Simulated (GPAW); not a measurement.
## Near-edge structure at the B K edge of a BP monolayer

Aim: the polarisation-dependent near-edge structure of a BP monolayer.

Calculated with GPAW 26.7.0; X-ray absorption from dipole matrix elements to empty bands, plane-wave PAW PBE.

**1. Set-up**

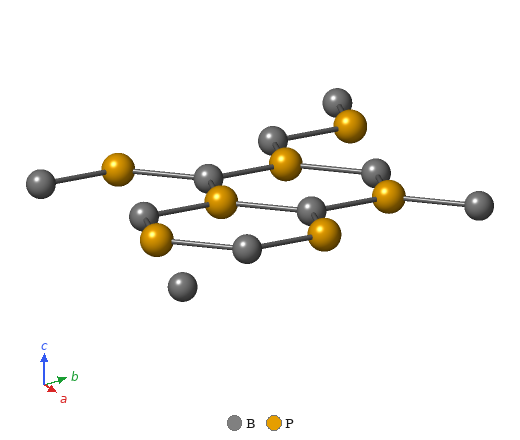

Start, viewed slightly off an axis; boron grey, phosphorus orange. Bonds to atoms that aren't drawn are left out. Some periodic images of atoms are drawn too.

The cell holds 14 atoms: 7 B and 7 P. Its edges and angles: a = 8.493 Å, b = 8.493 Å, c = 10.400 Å, α = 90.0°, β = 90.0°, γ = 120.0°. It derives from BP. 14-site supercell of BP monolayer. Vacuum lies along c.

**2. Relaxation**

The cell was built by hand, so its atoms are relaxed first: near-edge features follow bond lengths closely.

The input, relax.py:

```python
import numpy as np
from ase import Atoms
from ase.parallel import parprint, paropen
from gpaw import GPAW, PW, FermiDirac, Mixer, MixerDif, setup_paths
from ase.optimize import BFGS

atoms = Atoms('B7P7',
    cell=[[-8.025, 2.77994155, 0],
     [1.605, -8.33982464, 0],
     [0, 0, 10.4]],
    scaled_positions=[[0, 0, 0.5],
     [0.4285714, 0.1428571, 0.5],
     [0.8571429, 0.2857143, 0.5],
     [0.2857143, 0.4285714, 0.5],
     [0.7142857, 0.5714286, 0.5],
     [0.1428571, 0.7142857, 0.5],
     [0.5714286, 0.8571429, 0.5],
     [0.7619048, 0.8095238, 0.5],
     [0.1904762, 0.952381, 0.5],
     [0.6190476, 0.0952381, 0.5],
     [0.047619, 0.2380952, 0.5],
     [0.4761905, 0.3809524, 0.5],
     [0.9047619, 0.5238095, 0.5],
     [0.3333333, 0.6666667, 0.5]],
    pbc=True)
atoms.calc = GPAW(legacy_gpaw=True, mode=PW(400, force_complex_dtype=True), xc='PBE', setups={},
    kpts={'size': (3, 3, 1), 'gamma': True}, occupations=FermiDirac(0.08),
    charge=0, mixer=Mixer(0.05, 8, 50), maxiter=150,
    convergence={'density': 0.0001, 'eigenstates': 1e-6}, txt='relax.txt')
steps = []
opt = BFGS(atoms, logfile='-')
opt.attach(lambda: steps.append([atoms.get_potential_energy(), float(np.linalg.norm(atoms.get_forces(), axis=1).max())]))
done = opt.run(fmax=0.06, steps=35)
out = dict(done=bool(done), steps=steps, frac=atoms.get_scaled_positions().tolist())
import json
with paropen('out.json', 'w') as f:
    json.dump(out, f)
```

Launch:

```
$ OMP_NUM_THREADS=1 mpirun -n 4 gpaw python relax.py
```

Numbers of over 12 decimals in the logs are rounded to 6 here.

Output:

```text
Input parameters:
  convergence: {density: 0.0001,
                eigenstates: 1e-06}
  kpts: {gamma: True,
         size: (3, 3, 1)}
  maxiter: 150
  mixer: {backend: pulay,
          beta: 0.05,
          method: separate,
          nmaxold: 8,
          weight: 50}
  mode: {ecut: 400.0,
         force_complex_dtype: True,
         name: pw}
  occupations: {fixmagmom: False,
                name: fermi-dirac,
[...]
(s=0, k=4, n=27, [0.33, 0.33, 0.00]) -> (s=0, k=4, n=28, [0.33, 0.33, 0.00])
No difference between direct/indirect transitions

Forces in eV/Ang:
  0 B     0.00001   -0.00003    0.00000
  1 B    -0.00012    0.00016    0.00000
  2 B    -0.00009   -0.00024    0.00000
  3 B     0.00006    0.00031    0.00000
[...]
12 P    -0.00050    0.00020    0.00000
 13 P    -0.00001    0.00004    0.00000
Step     Time          Energy          fmax
BFGS:    0 23:15:54      -84.679457        0.000741
[key lines of the parts left out:]
Converged after 18 iterations.
Dipole moment: (6.108869, -7.053917, 0.000000) |e|*Ang
Free energy:    -84.679457
Fermi level: -1.37892
```

Wall time 27 s (4 MPI ranks of Arm Neoverse V1, shared host); peak memory 0.26 GiB; 1.8 min of CPU time.

The forces of the start geometry were already under the goal, so no step was taken.

**3. Ground state of the crystal**

The ground state comes first: it tells whether the system has a gap, which decides how the excited electron is treated.

The input, scf.py:

```python
import numpy as np
from ase import Atoms
from ase.parallel import parprint, paropen
from gpaw import GPAW, PW, FermiDirac, Mixer, MixerDif, setup_paths
from gpaw.test import gen
setup_paths.insert(0, '.')
gen('B', name='nch1s', xcname='PBE', corehole=(1, 0, 0), write_xml=True)
from gpaw.mpi import world
world.barrier()

atoms = Atoms('B7P7',
    cell=[[-8.025, 2.77994155, 0],
     [1.605, -8.33982464, 0],
     [0, 0, 10.4]],
    scaled_positions=[[0, 0, 0.5],
     [0.4285714, 0.1428571, 0.5],
     [0.8571429, 0.2857143, 0.5],
     [0.2857143, 0.4285714, 0.5],
     [0.7142857, 0.5714286, 0.5],
     [0.1428571, 0.7142857, 0.5],
     [0.5714286, 0.8571429, 0.5],
     [0.7619048, 0.8095238, 0.5],
     [0.1904762, 0.952381, 0.5],
     [0.6190476, 0.0952381, 0.5],
     [0.047619, 0.2380952, 0.5],
     [0.4761905, 0.3809524, 0.5],
     [0.9047619, 0.5238095, 0.5],
     [0.3333333, 0.6666667, 0.5]],
    pbc=True)
atoms.calc = calc = GPAW(legacy_gpaw=True, mode=PW(400, force_complex_dtype=True), xc='PBE', setups={0: 'nch1s'},
    kpts={'size': (3, 3, 1), 'gamma': True}, occupations=FermiDirac(0.05),
    charge=0, mixer=Mixer(0.05, 8, 50), maxiter=150,
    convergence={'density': 0.0001, 'eigenstates': 1e-6}, txt='scf.txt')
energy = atoms.get_potential_energy() + calc.get_reference_energy()
ef = calc.get_fermi_level()
out = dict(energy=energy, fermi=ef, forces=atoms.get_forces().tolist())
parprint(f'all-electron energy {energy:.4f} eV, Fermi level {ef:.4f} eV')
ev = np.array([[calc.get_eigenvalues(k, s) for k in range(len(calc.get_ibz_k_points()))] for s in range(calc.get_number_of_spins())])
out['homo'], out['lumo'], out['counts'] = ev[ev < ef].max(), ev[ev > ef].min(), sorted(set((ev < ef).sum((0, 2)).tolist()))
out['filled'] = (ev[:, 0] < ef).sum(1).tolist()
import json
with paropen('out.json', 'w') as f:
    json.dump(out, f)
```

Launch:

```
$ OMP_NUM_THREADS=1 mpirun -n 4 gpaw python scf.py
```

Output:

```text
Input parameters:
  convergence: {density: 0.0001,
                eigenstates: 1e-06}
  kpts: {gamma: True,
         size: (3, 3, 1)}
  maxiter: 150
  mixer: {backend: pulay,
          beta: 0.05,
          method: separate,
          nmaxold: 8,
          weight: 50}
  mode: {ecut: 400.0,
         force_complex_dtype: True,
         name: pw}
  occupations: {fixmagmom: False,
                name: fermi-dirac,
                width: 0.05}
  setups: {0: nch1s}
  xc: PBE

Initialize ...

[... PAW data sets ...]

Reference energy: -69806.822646  # eV

Spin-paired calculation

[... convergence settings ...]
Symmetries present (total): 2
  [... symmetry matrices ...]

9 k-points: 3 x 3 x 1 Monkhorst-Pack grid
5 k-points in the irreducible part of the Brillouin zone
       k-points in crystal coordinates                weights
   0:     0.00000000    0.00000000    0.00000000          1/9
   1:     0.00000000    0.33333333    0.00000000          2/9
   2:     0.33333333   -0.33333333    0.00000000          2/9
   3:     0.33333333    0.00000000    0.00000000          2/9
   4:     0.33333333    0.33333333    0.00000000          2/9

Wave functions: Plane wave expansion
  Cutoff energy: 400.000 eV
  Number of coefficients (min, max): 11766, 11788
  Pulay-stress correction: 0.000000 eV/Ang^3 (de/decut=0.000000)
  Using FFTW library
  Wavefunction extrapolation:
    Improved wavefunction reuse through dual PAW basis

Occupation numbers: Fermi-Dirac:
  width: 0.0500  # eV

Eigensolver
   Davidson(niter=2)

Densities:
  Coarse grid: 40*40*48 grid
  Fine grid: 80*80*96 grid
  Total Charge: 0.000000

Density mixing:
  Method: separate
  Backend: pulay
  Linear mixing parameter: 0.05
  old densities: 8
  Width of damping distribution: 1.1
  Damping of long wavelength oscillations: 50

[... Hamiltonian set-up ...]
Number of atoms: 14
Number of atomic orbitals: 56
Number of bands in calculation: 38
Number of valence electrons: 56
Bands to converge: occupied

... initialized

Initializing position-dependent things.

Density initialized from atomic densities
Creating initial wave functions:
  38 bands from LCAO basis set

            B    P  B       B

           P  B    P  B    P
             P       P
                B        B
                       P

Atomic positions and initial magnetic moments

Positions:
   0 B      0.000000    0.000000    5.200000    ( 0.0000,  0.0000,  0.0000)
   1 B     -3.210000    0.000000    5.200000    ( 0.0000,  0.0000,  0.0000)
   2 B     -6.420000    0.000000    5.200000    ( 0.0000,  0.0000,  0.0000)
   3 B     -1.605000   -2.779941    5.200000    ( 0.0000,  0.0000,  0.0000)
   4 B     -4.815000   -2.779942    5.200000    ( 0.0000,  0.0000,  0.0000)
   5 B      0.000000   -5.559883    5.200000    ( 0.0000,  0.0000,  0.0000)
   6 B     -3.210000   -5.559883    5.200000    ( 0.0000,  0.0000,  0.0000)
[...]
11 P     -3.210000   -1.853294    5.200000    ( 0.0000,  0.0000,  0.0000)
  12 P     -6.420000   -1.853294    5.200000    ( 0.0000,  0.0000,  0.0000)
  13 P     -1.605000   -4.633236    5.200000    ( 0.0000,  0.0000,  0.0000)

Unit cell:
           periodic     x           y           z      points  spacing
  1. axis:    yes   -8.025000    2.779942    0.000000    40     0.1839
  2. axis:    yes    1.605000   -8.339825    0.000000    40     0.1839
  3. axis:    yes    0.000000    0.000000   10.400000    48     0.2167

  Lengths:   8.492862   8.492862  10.400000
  Angles:   90.000000  90.000000 120.000000

Effective grid spacing dv^(1/3) = 0.2038

iter:   1   -88.592263
iter:   2   -88.449097   -0.60  -0.75
iter:   3   -85.966629   -1.23  -0.76
iter:   4   -84.977626   -1.46  -0.94
iter:   5   -84.685064   -1.65  -1.14
iter:   6   -84.875916   -2.06  -1.81
iter:   7   -84.771938   -2.91  -1.51
iter:   8   -84.678496   -2.59  -1.66
iter:   9   -84.679797   -3.41  -2.67
iter:  10   -84.679827c  -4.06  -2.61
iter:  11   -84.679129c  -4.65  -2.72
iter:  12   -84.679108c  -4.93  -3.26
iter:  13   -84.679103c  -5.67  -3.68
iter:  14   -84.679131c  -5.79  -3.89
iter:  15   -84.679107c  -5.71  -3.44
iter:  16   -84.679103c  -6.81c -3.79
iter:  17   -84.679101c  -6.99c -4.03c

Converged after 17 iterations.

Dipole moment: (6.108922, -7.053978, 0.000000) |e|*Ang

Energy contributions relative to reference atoms: (reference = -69806.822646)

Kinetic:        +96.362348
Potential:      -90.461524
External:        +0.000000
XC:             -90.419613
Entropy (-ST):   -0.000061
Local:           -0.160282
SIC:             +0.000000
--------------------------
Free energy:    -84.679132
Extrapolated:   -84.679101

Showing only first 2 kpts
 Kpt  Band  Eigenvalues  Occupancy
  0    26     -3.48992    2.00000
  0    27     -3.48990    2.00000
  0    28      1.13670    0.00000
  0    29      1.13671    0.00000

  1    26     -2.86623    2.00000
  1    27     -2.49663    2.00000
  1    28     -0.41774    0.00000
  1    29     -0.11034    0.00000

Fermi level: -1.37911

Gap: 0.889 eV
Transition (v -> c):
  (s=0, k=4, n=27, [0.33, 0.33, 0.00]) -> (s=0, k=4, n=28, [0.33, 0.33, 0.00])
No difference between direct/indirect transitions

Forces in eV/Ang:
  0 B     0.00001   -0.00003    0.00000
  1 B    -0.00002    0.00005    0.00000
  2 B    -0.00005   -0.00010    0.00000
  3 B     0.00005    0.00014    0.00000
  4 B     0.00007   -0.00005    0.00000
  5 B     0.00012   -0.00018    0.00000
  6 B    -0.00017   -0.00007    0.00000
[...]
11 P     0.00008   -0.00014    0.00000
 12 P    -0.00019    0.00005    0.00000
 13 P    -0.00001    0.00004    0.00000
Scalar-relativistic atomic PBE calculation for B (Boron, Z=5)
Core hole in 1s state (1s occupation: 2.0)
300 radial gridpoints.
|------------------------------------------------|
|------------------------------------------------|
[... the atom generator's iteration count ...]

Energy contributions:
-------------------------
Kinetic:      +24.518211
XC:            -3.799311
Potential:    -45.322190
-------------------------
Total:        -24.603290

state      eigenvalue         ekin         rmax
-----------------------------------------------
1s^2.0 :    -6.636470    10.846863        0.210
2s^2.0 :    -0.347030     1.046423        1.517
2p^1.0 :    -0.132526     0.731638        1.578
-----------------------------------------------
(units: Bohr and Hartree)

Generating PAW setup
Kinetic energy of the core from tauc = 21.700730
Cutoffs:
rc(s)=1.200
rc(p)=1.200
rc(d)=1.200
rc(vbar)=1.080
rc(comp)=1.200
rc(nct)=1.200

Kinetic energy of the core states: 21.693726
Charge: 0.0
Core electrons: 2.0
Valence electrons: 3.0
Pseudo-core charge: 0.111564
Shape function alpha=6.944
Pseudo-electron charge 3.104757
state    eigenvalue         norm
--------------------------------
2s(2) :    -0.347030     1.005232
*s    :     0.652970
2p(1) :    -0.132526     0.982729
*p    :     0.867474
*d    :     0.000000
--------------------------------

Diagonalizing with gridspacing h=0.050

state   all-electron     PAW
-------------------------------
2s:      -0.347030    -0.347449
2p:      -0.132526    -0.132867
*d:                    0.040435
*f:                    0.071313
-------------------------------
all-electron energy -69891.5017 eV, Fermi level -1.3791 eV
```

Elapsed: 25 s, on 4 MPI ranks; peak memory 0.26 GiB.

The mesh shows a gap of 0.89 eV. The excited electron is kept all the same, which keeps the cell neutral.

**4. Reference energy of the cell**

The photon energy needs a difference of total energies, so the cell and mesh of the coming hole run are first run without a hole.

Changes to scf.py since step 3:

```diff
@@ -30,3 +30,3 @@
 atoms.calc = calc = GPAW(legacy_gpaw=True, mode=PW(400, force_complex_dtype=True), xc='PBE', setups={0: 'nch1s'},
-    kpts={'size': (3, 3, 1), 'gamma': True}, occupations=FermiDirac(0.05),
+    kpts={'size': (3, 3, 1), 'gamma': True}, occupations=FermiDirac(0.02),
     charge=0, mixer=Mixer(0.05, 8, 50), maxiter=150,
```

Output:

```text
Input parameters:
  convergence: {density: 0.0001,
                eigenstates: 1e-06}
  kpts: {gamma: True,
         size: (3, 3, 1)}
  maxiter: 150
  mixer: {backend: pulay,
          beta: 0.05,
          method: separate,
          nmaxold: 8,
          weight: 50}
  mode: {ecut: 400.0,
         force_complex_dtype: True,
         name: pw}
  occupations: {fixmagmom: False,
                name: fermi-dirac,
[...]
2s(2) :    -0.347030     1.005232
*s    :     0.652970
2p(1) :    -0.132526     0.982729
*p    :     0.867474
*d    :     0.000000
--------------------------------

Diagonalizing with gridspacing h=0.050

state   all-electron     PAW
-------------------------------
2s:      -0.347030    -0.347449
2p:      -0.132526    -0.132867
*d:                    0.040435
*f:                    0.071313
-------------------------------
all-electron energy -69891.5018 eV, Fermi level -1.3709 eV
[key lines of the parts left out:]
Converged after 17 iterations.
Dipole moment: (6.108790, -7.053826, 0.000000) |e|*Ang
Free energy:    -84.679126
Fermi level: -1.37090
```

Wall time 25 s (4 MPI ranks); peak memory 0.26 GiB.

Reference energy: -69891.502 eV with the cores included.

(Part 1 of 2 ends here.)

[Banner, clock and machine lines of the logs are left out without a mark of their own.]

[Logs are printed without paths, hosts, clocks, repeated set-up lines and the standing remarks that a program may print on its own settings, such as how far it seeks lower states.]

[Hosts, paths, dates, database ids (printed as entryN), source tags and the programs' standing remarks are cut or masked in the printed files.]

[Lists of maxima count a maximum above −3 eV only where it reaches 4 % of the highest in the window and stands out from its surroundings by 2 % of it (1.5 % where it reaches 55 %); shoulders and weaker maxima are passed over, and of the rest the first, up to two pre-edge ones and the few strongest are named.]
